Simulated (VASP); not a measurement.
System: Nb.

```
Nb
1.0
     2.88444    0.00000    0.00000
    -1.44222    2.49799    0.00000
     0.00000    0.00000   10.55826
Nb
4
Direct
  0.00000 0.00000 0.00000
  0.00000 0.00000 0.50000
  0.33333 0.66667 0.25000
  0.66667 0.33333 0.75000
```

Space group P6₃/mmc; a generated structure, not necessarily the stable one; changed on purpose from its base cell (volume × 1.0).

All numbers below come from VASP 6.6.1, Kohn-Sham DFT of a periodic cell, RPBE, VASP PAW PBE potentials, recommended.

Q: What will maps of the valence pseudo-density and electron localisation function show?

A: Nb–Nb (2.88 Å): ρ is about 0.29 e/Å³ halfway; the ELF is about 0.25 at the midpoint (no localised pair shows between them).

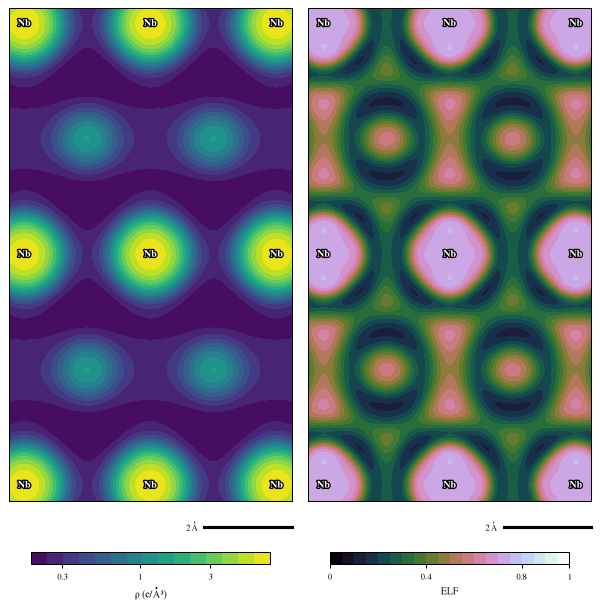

Computed valence pseudo-density and electron localisation function on the (100) plane of the conventional cell, in this order. Atoms just off the plane (Nb, 0.8 Å away) can leave unmarked features too.
